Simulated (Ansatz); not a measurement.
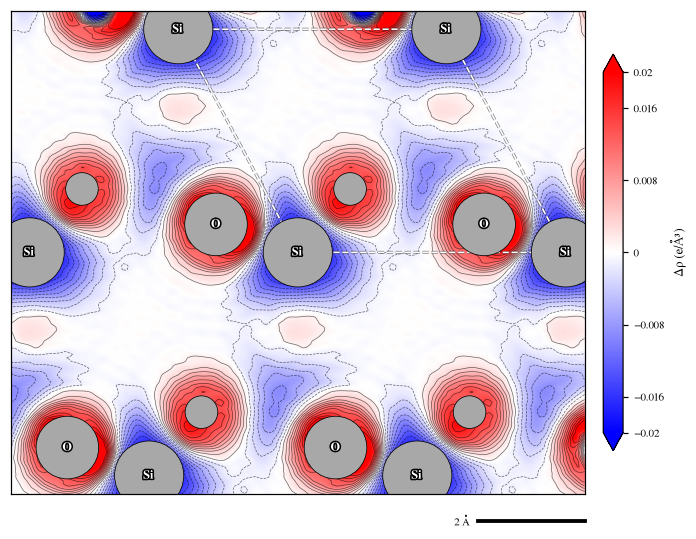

SiO$_{2}$. Difference of the valence pseudo-densities of two functionals at the same geometry, on the (101̄) plane of the calculation cell: one of PBE and r2SCAN less the other.

Space group I-42d.

Both computed with Ansatz (plane waves, PAW), on the same k-point mesh. Grey discs cover the atomic cores.

> Which was subtracted from which, and what does the map show?

It is r2SCAN less PBE. Against PBE, r2SCAN gives more density around O (+0.012 e/Å³ on average at 0.7 Å from the nucleus) and a change of +0.010 e/Å³ at the midpoint of Si–O.
